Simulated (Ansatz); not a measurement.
**Single-point calculation, with input and output: BN (part 1 of 2)**

- system: BN (P6₃/mmc, 48 atoms in the cell)
- method: DFT PBE, scalar-relativistic, plane waves, PAW, no spin polarisation (Ansatz 0.2.0)

The structure derives from an entry of the Crystallography Open Database.

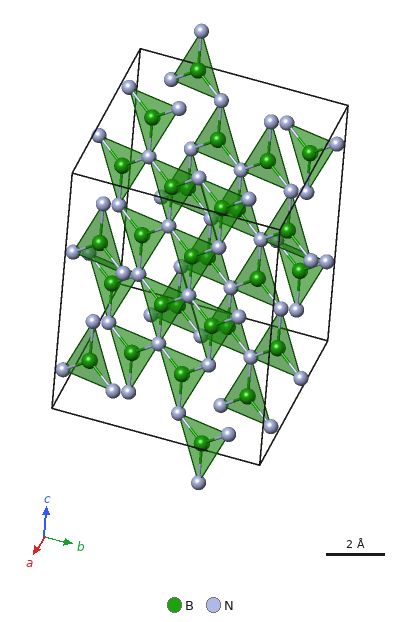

Fig. 1: The structure (polyhedral view of the cell of the calculation, seen at an oblique angle; polyhedra are completed across the faces of the cell). An atom can appear more than once, as a periodic image.

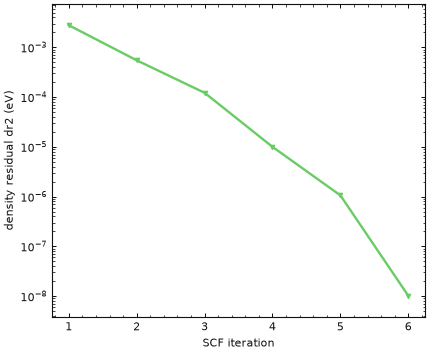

Fig. 2: Convergence of the self-consistent field: density residual dr2 against the SCF iteration. The residual falls at every step.

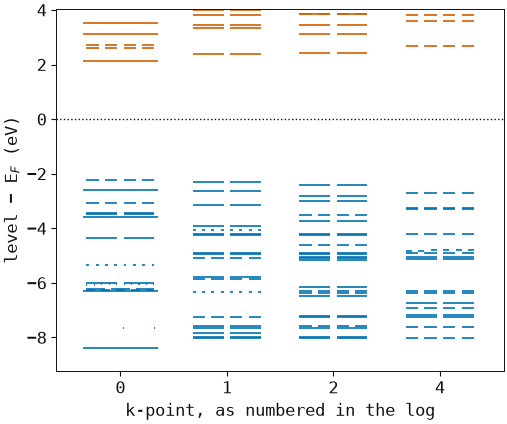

Fig. 3: Kohn–Sham levels near the Fermi level (dotted) at the few k-points that the log prints; levels within 0.02 eV of each other stand side by side. Among these points the highest filled and lowest empty levels are 4.37 eV apart; the gap on the full mesh, 4.29 eV, has an edge at a point that isn't printed.

The input that produced these results follows, with the program's output.

Input
```yaml
crystal:
  lattice:
    - [3.74736, -2.163539, -6.6357]
    - [3.74736, -2.163539, 6.6357]
    - [-7.49472, -4.327079, 0.0]
  atoms:
    - { symbol: B, position: [0.708334, 0.958333, 0.833333] }
    - { symbol: B, position: [0.208334, 0.458333, 0.833333] }
    - { symbol: B, position: [0.375, 0.625001, 0.666667] }
    - { symbol: B, position: [0.875, 0.125001, 0.666667] }
    - { symbol: B, position: [0.041667, 0.291667, 0.5] }
    - { symbol: B, position: [0.541667, 0.791667, 0.5] }
    - { symbol: B, position: [0.708334, 0.958333, 0.333333] }
    - { symbol: B, position: [0.208334, 0.458333, 0.333333] }
    - { symbol: B, position: [0.375, 0.625001, 0.166667] }
    - { symbol: B, position: [0.875, 0.125001, 0.166667] }
    - { symbol: B, position: [0.041667, 0.291667, 0.0] }
    - { symbol: B, position: [0.541667, 0.791667, 0.0] }
    - { symbol: B, position: [0.625, 0.374999, 0.833333] }
    - { symbol: B, position: [0.125, 0.874999, 0.833333] }
    - { symbol: B, position: [0.291666, 0.041667, 0.666667] }
    - { symbol: B, position: [0.791666, 0.541667, 0.666667] }
    - { symbol: B, position: [0.958333, 0.708333, 0.5] }
    - { symbol: B, position: [0.458333, 0.208333, 0.5] }
    - { symbol: B, position: [0.625, 0.374999, 0.333333] }
    - { symbol: B, position: [0.125, 0.874999, 0.333333] }
    - { symbol: B, position: [0.291666, 0.041667, 0.166667] }
    - { symbol: B, position: [0.791666, 0.541667, 0.166667] }
    - { symbol: B, position: [0.958333, 0.708333, 0.0] }
    - { symbol: B, position: [0.458333, 0.208333, 0.0] }
    - { symbol: "N", position: [0.458334, 0.208333, 0.833333] }
    - { symbol: "N", position: [0.958334, 0.708333, 0.833333] }
    - { symbol: "N", position: [0.125, 0.875001, 0.666667] }
    - { symbol: "N", position: [0.625, 0.375001, 0.666667] }
    - { symbol: "N", position: [0.791667, 0.541667, 0.5] }
    - { symbol: "N", position: [0.291667, 0.041667, 0.5] }
    - { symbol: "N", position: [0.458334, 0.208333, 0.333333] }
    - { symbol: "N", position: [0.958334, 0.708333, 0.333333] }
    - { symbol: "N", position: [0.125, 0.875001, 0.166667] }
    - { symbol: "N", position: [0.625, 0.375001, 0.166667] }
    - { symbol: "N", position: [0.791667, 0.541667, 0.0] }
    - { symbol: "N", position: [0.291667, 0.041667, 0.0] }
    - { symbol: "N", position: [0.875, 0.124999, 0.833333] }
    - { symbol: "N", position: [0.375, 0.624999, 0.833333] }
    - { symbol: "N", position: [0.541666, 0.791667, 0.666667] }
    - { symbol: "N", position: [0.041666, 0.291667, 0.666667] }
    - { symbol: "N", position: [0.208333, 0.458333, 0.5] }
    - { symbol: "N", position: [0.708333, 0.958333, 0.5] }
    - { symbol: "N", position: [0.875, 0.124999, 0.333333] }
    - { symbol: "N", position: [0.375, 0.624999, 0.333333] }
    - { symbol: "N", position: [0.541666, 0.791667, 0.166667] }
    - { symbol: "N", position: [0.041666, 0.291667, 0.166667] }
    - { symbol: "N", position: [0.208333, 0.458333, 0.0] }
    - { symbol: "N", position: [0.708333, 0.958333, 0.0] }
basis:
  ecutwfc: 420
  fft_grid_basis: typed
kpoints:
  mp_grid: { grid: [2, 2, 2] }
hamiltonian:
  xc: pbe
  pseudopotentials: { kind: paw }
scf:
  occupations: { method: gaussian, width: 0.05 }
output:
  forces: true
  stress: false
  eigenvalues: true
  bader: false
  write_density: true
  volumetric_format: npy
```

Launched with:
```bash
ansatz run input.yaml --threads 4 --pin off --max-ram 10240MiB --backend cpu --events-out ev --progress --plain --runs-dir out
```

What the program printed
```
Warning: the atoms were moved onto the symmetric positions of the space group found under crystal.symmetry.tolerance 1.0e-5 (fractional; no operation is sought that the atoms, as they stand in a round, miss by more than twice it, and no atom is moved by as much as it), and the run uses the moved positions. Before a round's move an operation carried an atom to 1.42e-5 Å from where it should land, the largest such distance. Atom 0 (counting from 0) moved farthest, by 7.09e-6 Å; the longest move in fractions of the cell, of whichever atom, is 0.08 of the tolerance, in 1 round. To run the atoms as typed, lower crystal.symmetry.tolerance until the operations that they miss are no longer found, or set crystal.symmetry.detect: false (a key that needs symmetry detection or time reversal refuses this as the deck is read). The positions used, in the order of the run's atom list: position: [0.7083336666666666, 0.9583336666666666, 0.8333333333333334]; position: [0.2083336666666667, 0.4583336666666667, 0.8333333333333334]; position: [0.3750003333333333, 0.6250003333333334, 0.6666666666666666]; position: [0.8750003333333334, 0.12500033333333335, 0.6666666666666666]; position: [0.041667, 0.291667, 0.5]; position: [0.541667, 0.791667, 0.5]; position: [0.7083336666666666, 0.9583336666666666, 0.33333333333333337]; position: [0.2083336666666667, 0.4583336666666667, 0.33333333333333337]; position: [0.3750003333333333, 0.6250003333333334, 0.16666666666666666]; position: [0.8750003333333334, 0.12500033333333335, 0.16666666666666666]; position: [0.041667, 0.291667, 0.0]; position: [0.541667, 0.791667, 0.0]; position: [0.6249996666666666, 0.3749996666666667, 0.8333333333333334]; position: [0.12499966666666665, 0.8749996666666666, 0.8333333333333334]; position: [0.2916663333333333, 0.04166633333333331, 0.6666666666666666]; position: [0.7916663333333334, 0.5416663333333334, 0.6666666666666666]; position: [0.958333, 0.708333, 0.5]; position: [0.458333, 0.208333, 0.5]; position: [0.6249996666666666, 0.3749996666666667, 0.33333333333333337]; position: [0.12499966666666665, 0.8749996666666666, 0.33333333333333337]; position: [0.2916663333333333, 0.04166633333333331, 0.16666666666666666]; position: [0.7916663333333334, 0.5416663333333334, 0.16666666666666666]; position: [0.958333, 0.708333, 0.0]; position: [0.458333, 0.208333, 0.0]; position: [0.4583336666666667, 0.20833366666666667, 0.8333333333333334]; position: [0.9583336666666666, 0.7083336666666666, 0.8333333333333334]; position: [0.12500033333333335, 0.8750003333333334, 0.6666666666666666]; position: [0.6250003333333334, 0.3750003333333334, 0.6666666666666666]; position: [0.791667, 0.541667, 0.5]; position: [0.291667, 0.041667, 0.5]; position: [0.4583336666666667, 0.20833366666666667, 0.33333333333333337]; position: [0.9583336666666666, 0.7083336666666666, 0.33333333333333337]; position: [0.12500033333333335, 0.8750003333333334, 0.16666666666666666]; position: [0.6250003333333334, 0.3750003333333334, 0.16666666666666666]; position: [0.791667, 0.541667, 0.0]; position: [0.291667, 0.041667, 0.0]; position: [0.8749996666666666, 0.12499966666666665, 0.8333333333333334]; position: [0.3749996666666667, 0.6249996666666666, 0.8333333333333334]; position: [0.5416663333333334, 0.7916663333333334, 0.6666666666666666]; position: [0.04166633333333332, 0.2916663333333333, 0.6666666666666666]; position: [0.208333, 0.458333, 0.5]; position: [0.708333, 0.958333, 0.5]; position: [0.8749996666666666, 0.12499966666666665, 0.33333333333333337]; position: [0.3749996666666667, 0.6249996666666666, 0.33333333333333337]; position: [0.5416663333333334, 0.7916663333333334, 0.16666666666666666]; position: [0.04166633333333332, 0.2916663333333333, 0.16666666666666666]; position: [0.208333, 0.458333, 0.0]; position: [0.708333, 0.958333, 0.0]; The lattice was moved too: crystal.lattice keeps the space group found at crystal.symmetry.tolerance 1.0e-5 only nearly: the operation that it misses by the most changes a squared length by the fraction 1.11e-7. The run uses the lattice that is a stretch of the typed one, with no rotation, onto the one that keeps every operation to a double's rounding (on a very oblique basis the stretch itself rounds by more); the deck's lattice vector that moved farthest moved by 2.39e-7 Å. To run the lattice as typed, set crystal.symmetry.tolerance under 1.10e-7, the least fraction by which an operation that the lattice misses changes a squared length (the same key also sets how far an atom may lie from its image, so lowering it can lose operations that the atoms keep only within it), or set crystal.symmetry.detect: false, as for the atoms. crystal.lattice made exact, in Å and degrees: [[3.7473599402079785, -2.163539103562831, -6.6357], [3.7473599402079785, -2.163539103562831, 6.6357], [-7.494719760831889, -4.327078999999999, 0.0]]. Pasted over the deck's crystal.lattice, beside positions in fractional coordinates, it runs the same cell (given as lengths and angles, that cell in the form's own orientation, a rigid turn of the misfit's size from the one run here, for which a checkpoint.post_process_only pass over this run's state can be refused: where this run relaxes nothing, give such a pass this deck's own crystal.lattice, as typed; behind a relaxation, as crystal.lattice, the state's own cell, identity.cell in its checkpoint.json), and a matrix so pasted ends this notice, except on a very skew basis of the lattice, where the rounding of the pasted numbers themselves can read as a misfit: the cell is then moved again, and that move is told again. The lattice as run is in this notice's lattice.as_run_ang field (Run.prep()["deck_notices"] in Python, the deck_notice line of an events file, deck_notices of ansatz run --dry-run=json, or deck_notices in record.json in the deck's checkpoint.write directory).
Engine: ansatz 0.2.0, aarch64-unknown-linux-gnu
Pseudopotentials: kind: paw
Pseudopotential: B, paw, valence charge 3, recommended cutoff 420 eV (normal), B.paw.azcp
Pseudopotential: N, paw, valence charge 5, recommended cutoff 420 eV (normal), N.paw.azcp
Functional definition: PBE
  parameter kappa = 0.804
  parameter beta = 0.06672455060314922
  exchange = pbe_x(kappa = kappa, mu = beta*pi^2/3)
  correlation = pbe_c(beta = beta)
Crystal: 48 atoms, lattice volume = 430.395 Å³
Basis set: ecut = 420 eV, 8413 PW (Γ), exchange–correlation on 108×108×120 points (8 copies of the dense FFT grid, shifted against one another)
Bands: 144, of which v1, the nominal top of the filled ones, is band 96 counted from 1 (95 counted from 0)
Symmetry: 96 space group operations
Space group: P63/mmc (ITA 194), of the structure as read, at distance tolerance 7.6e-5 Å
k-points: 5 of 8
Non-local potential: B, projectors of the file, l = 0: 2, l = 1: 2, l = 2: 1
Non-local potential: N, projectors of the file, l = 0: 2, l = 1: 2, l = 2: 1
PAW form: soft (Blöchl's): semilocal exchange-correlation on the pseudo side does not see the compensation charge
PAW one-centre angular grid: B, 110 points (default); XC on 64 Gauss nodes
PAW one-centre angular grid: N, 110 points (default); XC on 64 Gauss nodes
Initial density: superposition of atomic densities (neutral atoms: chi_scale 0, normalization atom), corrected by the library's trained network
Initial wavefunctions: pseudopotential atomic-orbital guess
Functional: x = pbe(κ = 0.804, μ = 0.2195149727645171), c = pbe(β = 0.06672455060314922)
```
